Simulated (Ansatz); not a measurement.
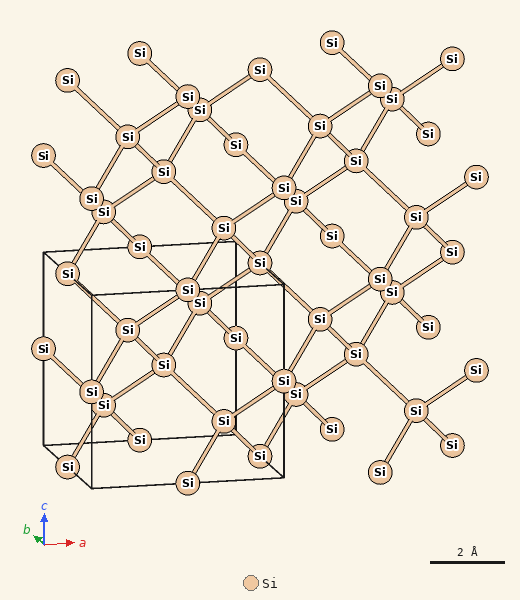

The starting point is a symmetric starting cell of Si. Style: ball-and-stick. Shown: the conventional cell (4 times the calculation's cell), repeated 2 × 1 × 2 with one cell outlined, slightly off an axis. Lengths and directions refer to the drawn axes.

The calculation used DFT PBEsol, scalar-relativistic, plane waves, PAW in Ansatz. (plane-wave cutoff 420 eV; k-point mesh 10 × 10 × 10; occupations gaussian; smearing width 0.02 eV; no spin polarisation)

Now this is done to it. All lengths are scaled by −1.5 % (volume −4.5 %), the atoms keeping their fractional coordinates. No relaxation follows. The starting cell wasn't computed here and needn't be at equilibrium, so pressure and forces aren't due to the change alone.

Question: Predict the response.

Answer: Among the bonded contacts that change: Si–Si 2.352 → 2.316 Å. The space group stays Fd-3m (No. 227). The pressure is 5.0 GPa (not all of it need come from the change, since the unchanged cell can be under pressure at this level too). All forces vanish by symmetry.

Drawn alike, the variant:

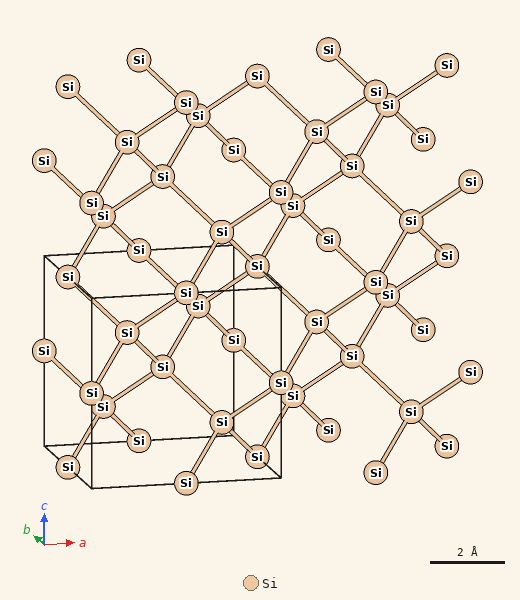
